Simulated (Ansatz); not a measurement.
# Run report: InAs, geometry relaxation (part 1 of 3)

InAs (slab, 12 atoms in the cell), computed with DFT PBE, scalar-relativistic, plane waves, PAW, no spin polarisation (Ansatz 0.2.0).

The structure derives from an entry of the Crystallography Open Database. It belongs to a series of runs on one base structure; here: (1 1 0) slab, atoms relaxed.

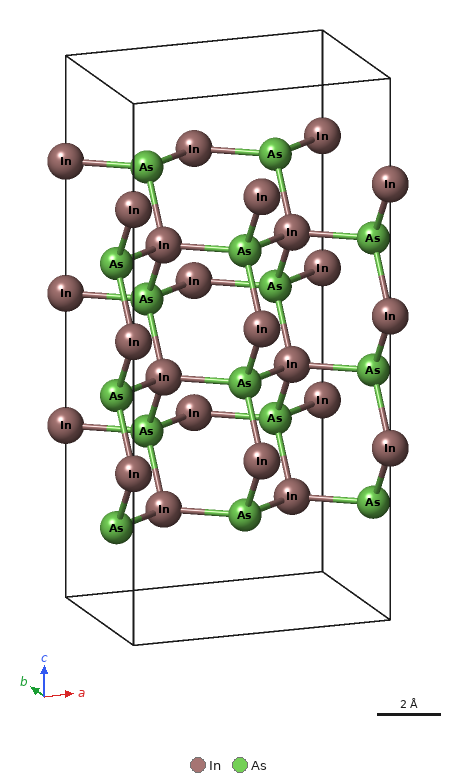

Fig. 1: The starting structure (ball-and-stick view of the 2 × 1 repeat of the cell, with the vacuum cut short, seen slightly off an axis). An atom can appear more than once, as a periodic image.

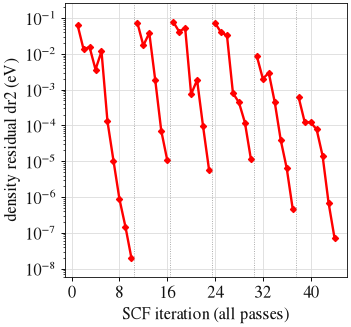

Fig. 2: Convergence of the self-consistent field: density residual dr2 against the SCF iteration. The dotted lines part the SCF passes of the relaxation: geometry steps, rejected trials and re-solves on a re-selected basis. The 6 passes take 6 to 10 iterations each, 44 in all.

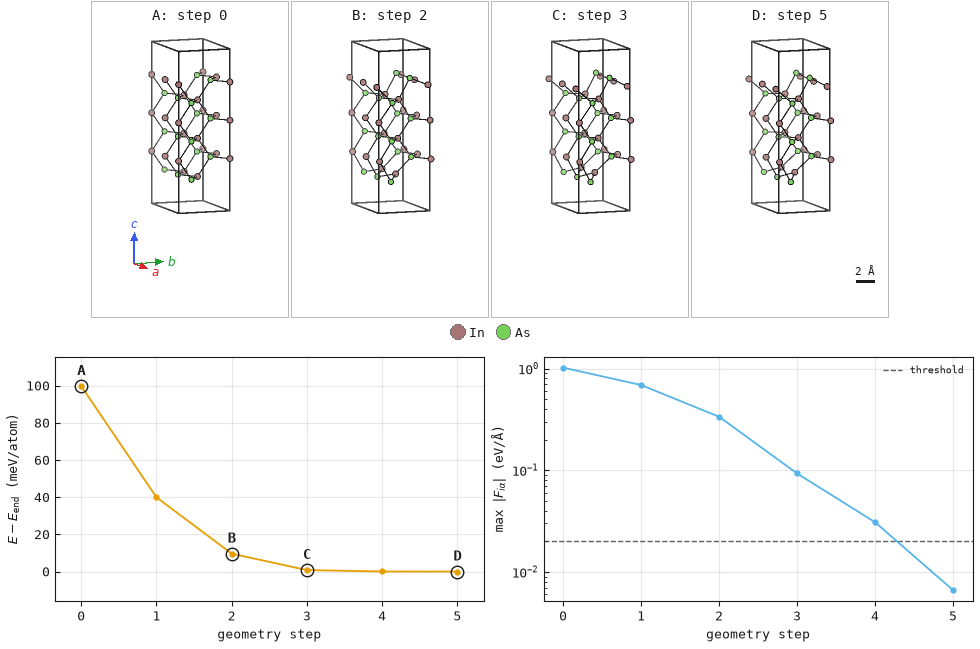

Fig. 3: Frames of the relaxation (ball-and-stick view of the 2 × 1 repeat of the cell, with the vacuum cut short, seen slightly off an axis) above the curves, on which the letters mark them (the first geometry is step 0 here and step 1 in the log).

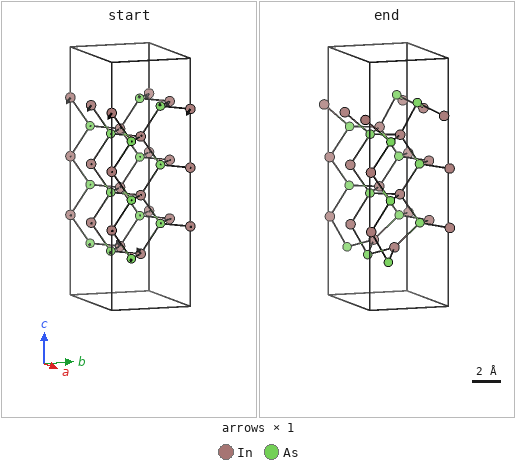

Fig. 4: Before (left) and after (right) the relaxation, at one scale (ball-and-stick view of the 2 × 1 repeat of the cell, with the vacuum cut short, seen slightly off an axis). The black arrows give the displacements, at true length. The largest moves, 0.61 Å, are those of In1 and In11. By element the largest moves are In 0.61 Å, As 0.28 Å. The lattice vectors keep their values. Among the contacts that change: As8–In9 2.679 → 2.713 Å, As10–In11 2.679 → 2.648 Å, As4–In5 2.679 → 2.704 Å, As6–In7 2.679 → 2.668 Å. Among the angles that change: In1–As2–In3 109.5° → 89.6°, As2–In1–As4 109.5° → 123.8°, In1–As4–In5 109.5° → 95.6°. The energy falls by 99.7 meV per atom in 5 geometry steps. The largest force component goes from 1 to 0.0066 eV/Å. (Atoms are counted from 1 in the order of the input.)

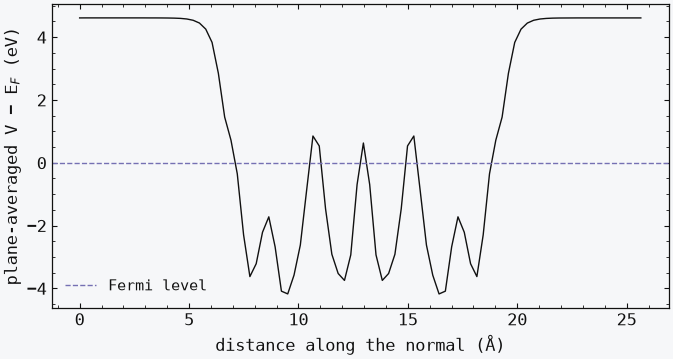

Fig. 5: Plane average of the electrostatic potential energy of an electron across the cell, from the Fermi level. The vacuum level lies 4.61 eV above the Fermi level.

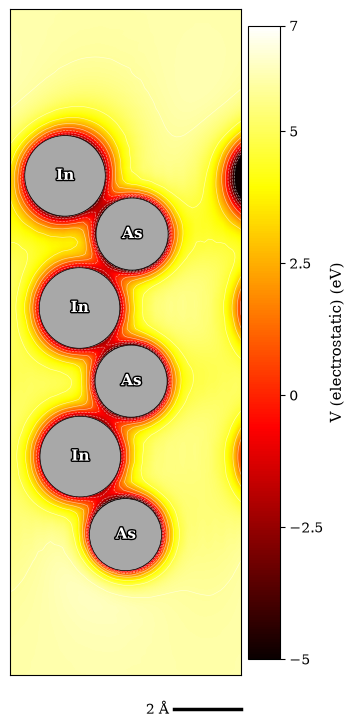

Fig. 6: Electrostatic potential energy of an electron on the (100) plane of the calculation cell, a cut from vacuum to vacuum. Grey discs, where drawn, cover atomic cores. Core electrons are frozen (PAW), so the fields are smoothed inside the atomic spheres.

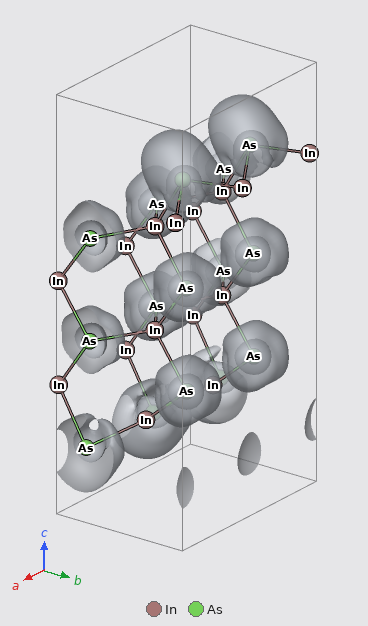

Fig. 7: Isosurface of the electron localisation function at 0.6 (grey), seen at an oblique angle. Only the valence region is drawn (cores and ρ < 0.01 e/Å³ removed). Sticks mark near contacts. Profiles from the grid: In–As (2.65 Å): the ELF is about 0.55 at the midpoint.

The input that produced these results follows, with the program's output.

## The input
```yaml
crystal:
  lattice:
    - [4.3746994688, 0.0, 0.0]
    - [0.0, 6.1867593201, 0.0]
    - [0.0, 0.0, 25.936748672]
  atoms:
    - { symbol: In, position: [0.5, 0.5, 0.2891650027] }
    - { symbol: As, position: [0.0, 0.25, 0.2891650027] }
    - { symbol: In, position: [0.0, 0.0, 0.3734990016] }
    - { symbol: As, position: [0.5, 0.75, 0.3734990016] }
    - { symbol: In, position: [0.5, 0.5, 0.4578330005] }
    - { symbol: As, position: [0.0, 0.25, 0.4578330005] }
    - { symbol: In, position: [0.0, 0.0, 0.5421669995] }
    - { symbol: As, position: [0.5, 0.75, 0.5421669995] }
    - { symbol: In, position: [0.5, 0.5, 0.6265009984] }
    - { symbol: As, position: [0.0, 0.25, 0.6265009984] }
    - { symbol: In, position: [0.0, 0.0, 0.7108349973] }
    - { symbol: As, position: [0.5, 0.75, 0.7108349973] }
basis:
  ecutwfc: 420
kpoints:
  mp_grid: { grid: [8, 6, 1] }
hamiltonian:
  xc: pbe
scf:
  occupations: { method: gaussian, width: 0.1 }
output:
  forces: true
  eigenvalues: true
  write_density: true
  write_potential: true
  elf: true
  volumetric_format: npy
relax:
  adjacent_minimum: "off"
  f_tol: 0.02
  max_steps: 60
efield:
  axis: 3
  dipole_correction: true
  ramp_width: 0.04
```

Command:
```bash
ansatz run input.yaml --threads 1 --pin off --max-ram 2560MiB --backend cpu --events-out ev --progress --plain --runs-dir out
```

## Output
```
Engine: ansatz 0.2.0, x86_64-unknown-linux-gnu
Pseudopotentials: kind: paw
Pseudopotential: In, paw, valence charge 13, recommended cutoff 420 eV (normal), In.paw.azcp
Pseudopotential: As, paw, valence charge 15, recommended cutoff 420 eV (normal), As.paw.azcp
Functional definition: PBE
  parameter kappa = 0.804
  parameter beta = 0.06672455060314922
  exchange = pbe_x(kappa = kappa, mu = beta*pi^2/3)
  correlation = pbe_c(beta = beta)
Crystal: 12 atoms, lattice volume = 701.984 Å³
Basis set: ecut = 420 eV, 13733 PW (Γ), exchange–correlation on 60×90×360 points (8 copies of the dense FFT grid, shifted against one another)
Bands: 101, of which v1, the nominal top of the filled ones, is band 84 counted from 1 (83 counted from 0)
Symmetry: 2 space group operations
k-points: 20 of 48 (time reversal used)
Non-local potential: In, projectors of the file, l = 0: 2, l = 1: 2, l = 2: 2, l = 3: 2
Non-local potential: As, projectors of the file, l = 0: 2, l = 1: 2, l = 2: 3, l = 3: 1
PAW form: soft (Blöchl's): semilocal exchange-correlation on the pseudo side does not see the compensation charge
PAW one-centre angular grid: In, 590 points (default); XC on 64 Gauss nodes
PAW one-centre angular grid: As, 590 points (default); XC on 64 Gauss nodes
Initial density: superposition of atomic densities (neutral atoms: chi_scale 0, normalization atom), corrected by the library's trained network
Initial wavefunctions: pseudopotential atomic-orbital guess
Functional: x = pbe(κ = 0.804, μ = 0.2195149727645171), c = pbe(β = 0.06672455060314922)
SCF iter   1: F=—  HF=-62724.120247 eV  |F-HF|=—  |Δ(HF+E_count)|=         —  Δρ=1.86e-3  dr2=6.39e-2  ethr=1.77e-3  p=0.000 e·Å  D=3.44e-14 V/Å  ΔV_dip=-0.00 eV  dr2_dipole=2.04e-7  V_vac-E_F(+/−)=4.44/4.44 eV  ⟨swp⟩=6.6  Hψ=7913  notcnv=0  defer=33
efield: sawtooth ramp at fractional position 0.9800 (placed from the atoms, in the widest stretch of the axis that holds none; the zero of the levels goes with the place), width 0.0400; the density the first Hamiltonian is built on has a dipole p = 0.000 e·Å; the dipole correction subtracts the counter field D = 3.44e-14 V/Å, which shifts the + side's vacuum level by -0.00 eV against the − side's; the planar-averaged density in the ramp window peaks in size at 2.8e-6 e/Å³
preconditioner: auto → Resta (q_TF=auto, 2.150 Å⁻¹)  ε∞=2.2  [insulator: Δε(μ)=0.315 eV  Ē_g=13.270 eV  σ=0.100 eV  W_gap=0.97  n_scr=126 (ndim 8)  ℏωp=14.6 eV  f_vac=0.477  D(μ)=0.07/eV (n_scr^D=0)  ε∞_Penn≈2.2  vacuum switching on, ρ_ref=1.3e-2 e/Å³]
SCF iter   2: F=—  HF=-62724.103772 eV  |F-HF|=—  |Δ(HF+E_count)|=   1.65e-2  Δρ=8.83e-4  dr2=1.34e-2  ethr=3.80e-5  p=-0.000 e·Å  D=-8.00e-5 V/Å  ΔV_dip=0.00 eV  dr2_dipole=7.07e-6  V_vac-E_F(+/−)=4.43/4.43 eV  ⟨swp⟩=2.0  Hψ=3420  notcnv=0  defer=57
SCF iter   3: F=—  HF=-62724.104533 eV  |F-HF|=—  |Δ(HF+E_count)|=   7.61e-4  Δρ=5.36e-4  dr2=1.56e-2  ethr=7.98e-6  p=0.002 e·Å  D=3.92e-4 V/Å  ΔV_dip=-0.01 eV  dr2_dipole=1.71e-4  V_vac-E_F(+/−)=4.38/4.39 eV  ⟨swp⟩=2.0  Hψ=3105  notcnv=0  defer=57
SCF iter   4: F=—  HF=-62724.103634 eV  |F-HF|=—  |Δ(HF+E_count)|=   8.99e-4  Δρ=2.75e-4  dr2=3.66e-3  ethr=7.98e-6  p=-0.004 e·Å  D=-1.01e-3 V/Å  ΔV_dip=0.03 eV  dr2_dipole=1.16e-3  V_vac-E_F(+/−)=4.44/4.41 eV  ⟨swp⟩=2.0  Hψ=2059  notcnv=0  defer=57
SCF iter   5: F=—  HF=-62724.104439 eV  |F-HF|=—  |Δ(HF+E_count)|=   8.05e-4  Δρ=2.53e-4  dr2=1.18e-2  ethr=2.18e-6  p=0.011 e·Å  D=2.91e-3 V/Å  ΔV_dip=-0.08 eV  dr2_dipole=9.63e-3  V_vac-E_F(+/−)=4.38/4.45 eV  ⟨swp⟩=2.0  Hψ=2125  notcnv=0  defer=96
SCF iter   6: F=—  HF=-62724.103629 eV  |F-HF|=—  |Δ(HF+E_count)|=   8.10e-4  Δρ=8.54e-5  dr2=1.30e-4  ethr=2.18e-6  p=0.001 e·Å  D=2.32e-4 V/Å  ΔV_dip=-0.01 eV  dr2_dipole=6.25e-5  V_vac-E_F(+/−)=4.41/4.41 eV  ⟨swp⟩=2.0  Hψ=2010  notcnv=0  defer=96
SCF iter   7: F=—  HF=-62724.103671 eV  |F-HF|=—  |Δ(HF+E_count)|=   4.26e-5  Δρ=3.02e-5  dr2=1.05e-5  ethr=7.76e-8  p=0.000 e·Å  D=4.12e-5 V/Å  ΔV_dip=-0.00 eV  dr2_dipole=1.86e-6  V_vac-E_F(+/−)=4.41/4.41 eV  ⟨swp⟩=2.0  Hψ=2225  notcnv=0  defer=97
iter 8 did not close the SCF: its close was put off until two iterations running show no level that it waits for move by more than its bar (scf_convergence_deferred on its scf_iter line)
SCF iter   8: F=-62724.103682 eV  HF=-62724.103681 eV  |F-HF|=1.06e-6  |Δ(HF+E_count)|=   9.55e-6  Δρ=9.70e-6  dr2=8.84e-7  ethr=5.95e-9  p=0.000 e·Å  D=1.77e-6 V/Å  ΔV_dip=-0.00 eV  dr2_dipole=4.98e-9  V_vac-E_F(+/−)=4.41/4.41 eV  ⟨swp⟩=18.4  Hψ=20569  notcnv=0
iter 9 did not close the SCF: its close was put off until two iterations running show no level that it waits for move by more than its bar (scf_convergence_deferred on its scf_iter line)
SCF iter   9: F=-62724.103682 eV  HF=-62724.103682 eV  |F-HF|=3.44e-8  |Δ(HF+E_count)|=   1.29e-6  Δρ=3.26e-6  dr2=1.50e-7  ethr=5.26e-10  p=0.000 e·Å  D=2.11e-6 V/Å  ΔV_dip=-0.00 eV  dr2_dipole=1.78e-9  V_vac-E_F(+/−)=4.41/4.41 eV  ⟨swp⟩=9.4  Hψ=14878  notcnv=0
SCF iter  10: F=-62724.103682 eV  HF=-62724.103682 eV  |F-HF|=4.25e-9  |Δ(HF+E_count)|=   1.12e-7  Δρ=1.18e-6  dr2=2.00e-8  ethr=8.93e-11  p=-0.000 e·Å  D=-1.19e-6 V/Å  ΔV_dip=0.00 eV  dr2_dipole=4.66e-11  V_vac-E_F(+/−)=4.41/4.41 eV  ⟨swp⟩=8.2  Hψ=13254  notcnv=0
SCF 1 converged in 10 iterations: F = -62724.103682 eV  dr2 = 2.00e-8
  greatest PAW one-centre occupation: 0.999 electrons in one spin orbital (limit 2), on the As atom at site 11 (counted from 0), in its partial waves of l = 2
relax step   1: F+E_penalty+E_count = -62724.10368229 eV  Δ(F+E_penalty+E_count) = +0.000e0 eV  max|allowed force component| = 1.021e0 eV/Å  Δτ_max = 0.0000 Å  (10 SCF iters, dr2 threshold 1.00e-5 eV, accepted)
Initial density: handed on by an earlier stage of this run
Initial wavefunctions: those handed on with the density
iter 1 solved again at ethr=4.47e-5 eV; its pass at ethr=3.10e-3 eV (dr2=7.51e-2 eV) is discarded
SCF iter   1: F=—  HF=-62724.838772 eV  |F-HF|=—  |Δ(HF+E_count)|=         —  Δρ=3.97e-3  dr2=7.47e-2  ethr=4.47e-5  p=-0.000 e·Å  D=-1.19e-6 V/Å  ΔV_dip=0.00 eV  dr2_dipole=4.72e-11  V_vac-E_F(+/−)=4.43/4.43 eV  ⟨swp⟩=1.9  Hψ=7140  notcnv=0  defer=183
efield: sawtooth ramp at fractional position 0.9800 (handed on by an earlier solve), width 0.0400; the density the first Hamiltonian is built on has a dipole p = -0.000 e·Å; the dipole correction subtracts the counter field D = -1.19e-6 V/Å, which shifts the + side's vacuum level by +0.00 eV against the − side's; the planar-averaged density in the ramp window peaks in size at 2.7e-7 e/Å³
preconditioner: auto → Resta (q_TF=auto, 2.150 Å⁻¹)  ε∞=2.2  [insulator: Δε(μ)=0.445 eV  Ē_g=13.313 eV  σ=0.100 eV  W_gap=1.00  n_scr=126 (ndim 8)  ℏωp=14.6 eV  f_vac=0.479  D(μ)=0.00/eV (n_scr^D=0)  ε∞_Penn≈2.2  vacuum switching on, ρ_ref=1.3e-2 e/Å³]
SCF iter   2: F=—  HF=-62724.823288 eV  |F-HF|=—  |Δ(HF+E_count)|=   1.55e-2  Δρ=1.84e-3  dr2=1.72e-2  ethr=4.44e-5  p=-0.000 e·Å  D=-5.92e-7 V/Å  ΔV_dip=0.00 eV  dr2_dipole=4.86e-10  V_vac-E_F(+/−)=4.54/4.54 eV  ⟨swp⟩=2.0  Hψ=2854  notcnv=0  defer=183
SCF iter   3: F=—  HF=-62724.825175 eV  |F-HF|=—  |Δ(HF+E_count)|=   1.89e-3  Δρ=6.56e-4  dr2=3.82e-2  ethr=1.02e-5  p=0.000 e·Å  D=5.54e-6 V/Å  ΔV_dip=-0.00 eV  dr2_dipole=2.37e-8  V_vac-E_F(+/−)=4.51/4.51 eV  ⟨swp⟩=2.0  Hψ=2908  notcnv=0  defer=184
SCF iter   4: F=—  HF=-62724.821377 eV  |F-HF|=—  |Δ(HF+E_count)|=   3.80e-3  Δρ=2.02e-4  dr2=1.82e-3  ethr=1.02e-5  p=-0.000 e·Å  D=-1.02e-5 V/Å  ΔV_dip=0.00 eV  dr2_dipole=4.57e-8  V_vac-E_F(+/−)=4.61/4.61 eV  ⟨swp⟩=2.0  Hψ=2204  notcnv=0  defer=191
SCF iter   5: F=—  HF=-62724.821262 eV  |F-HF|=—  |Δ(HF+E_count)|=   1.14e-4  Δρ=7.74e-5  dr2=7.15e-5  ethr=1.08e-6  p=0.000 e·Å  D=2.67e-5 V/Å  ΔV_dip=-0.00 eV  dr2_dipole=3.23e-7  V_vac-E_F(+/−)=4.59/4.59 eV  ⟨swp⟩=1.9  Hψ=2086  notcnv=0  defer=191
SCF iter   6: F=-62724.821264 eV  HF=-62724.821269 eV  |F-HF|=4.59e-6  |Δ(HF+E_count)|=   6.42e-6  Δρ=3.01e-5  dr2=1.08e-5  ethr=3.88e-8  p=-0.000 e·Å  D=-8.28e-5 V/Å  ΔV_dip=0.00 eV  dr2_dipole=3.22e-6  V_vac-E_F(+/−)=4.60/4.59 eV  ⟨swp⟩=19.4  Hψ=21823  notcnv=0
SCF 2 converged in 6 iterations: F = -62724.821264 eV  dr2 = 1.08e-5
```
